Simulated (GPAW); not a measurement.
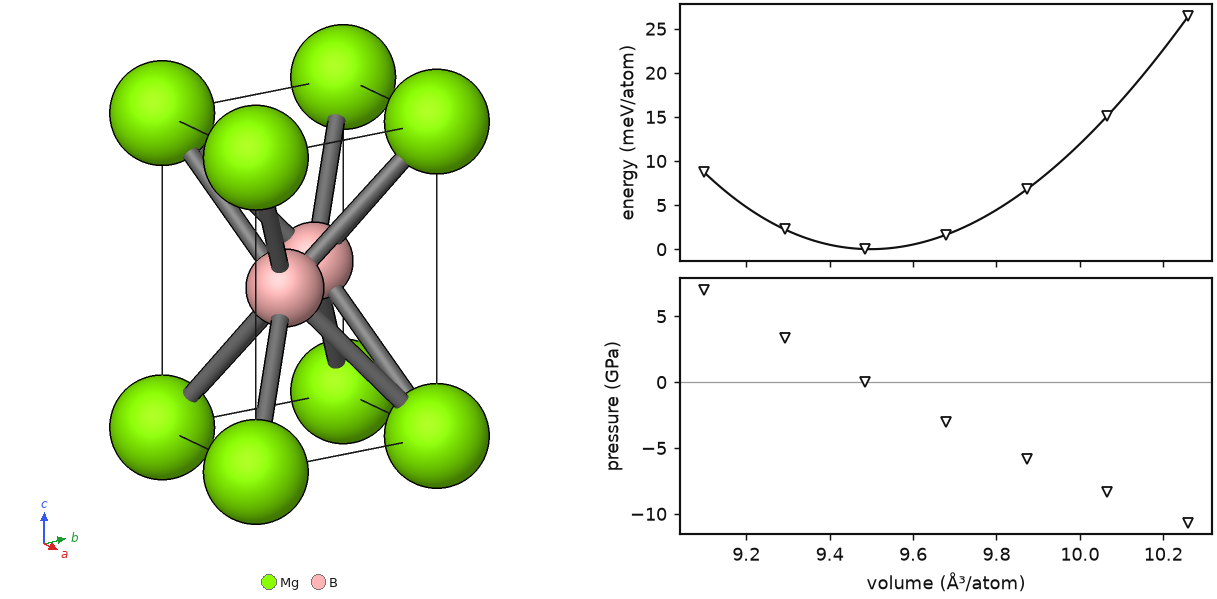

The figure shows the energy and pressure against volume for MgB₂, space group P6/mmm (No. 191). The conventional cell is drawn beside the plot.

Cell as given: a = 3.085 Å, b = 3.085 Å, c = 3.523 Å, α = 90.00°, β = 90.00°, γ = 120.00°; 3 atoms.

Calculation (GPAW 26.7.0): PAW DFT in plane waves, on a grid or in atomic orbitals, no spin polarisation; energies at scaled volumes of the given cell, shape and fractions fixed, counted from the fit's minimum, third-order Birch-Murnaghan fit. Level: PBEsol.

k mesh 10×10×8; occupations Fermi–Dirac; smearing width 0.05 eV; potentials PAW data sets made by gpaw setup for the functional; wave cutoff 800 eV; program settings basis pw.

Question: What equilibrium volume and bulk modulus follow from the curve?

Answer: A third-order Birch–Murnaghan fit gives V0 = 9.50 Å³/atom, B0 = 156 GPa and B′ = 3.6.

Question: What does the pressure do across the range?

Answer: It falls from 7.02 GPa at volume 9.10 Å³/atom to −10.67 GPa at 10.26 Å³/atom, and changes sign near 9.48 Å³/atom.

Note: shape and atomic fractions are frozen while scaling, which makes layered, chain and framework solids too stiff.
